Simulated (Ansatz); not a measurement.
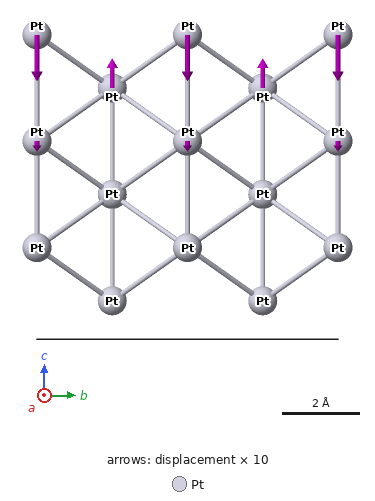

This is a constrained relaxation of a slab of composition Pt (cut from the Fm-3m phase). The starting structure is drawn; purple arrows show the displacements, magnified 10 times.

Style: ball-and-stick. Shown: the 3 × 2 repeat of the cell, outlined in the plane, without the vacuum, along the a axis.

Case: clean slab, lower half held. The slab is the (1 1 0) face of Pt. 3 atoms are held fixed.

Method: DFT PBEsol, scalar-relativistic, plane waves, PAW (Ansatz). Settings: plane-wave cutoff 420 eV; k-point mesh 10 × 7 × 1; occupations gaussian; smearing width 0.1 eV; no spin polarisation; dipole correction; atoms relaxed in a fixed cell; force threshold 0.03 eV/Å; at most 70 steps.

Q: Describe the change and its energy.

A: A Pt atom moves most: 0.12 Å along the normal (−c). The lattice vectors keep their values. Near-neighbour distances that change, for instance: Pt–Pt 2.770 → 2.676 Å, Pt–Pt 2.770 → 2.848 Å, Pt–Pt 2.770 → 2.824 Å, Pt–Pt 2.770 → 2.743 Å. The energy falls by 90.9 meV per cell of the calculation in 3 geometry steps. Largest force component: 0.94 eV/Å at the start, 0.0047 eV/Å at the end. The run took 92 s on 2 threads of Arm Neoverse V2, on a shared host, peak memory 0.65 GiB.
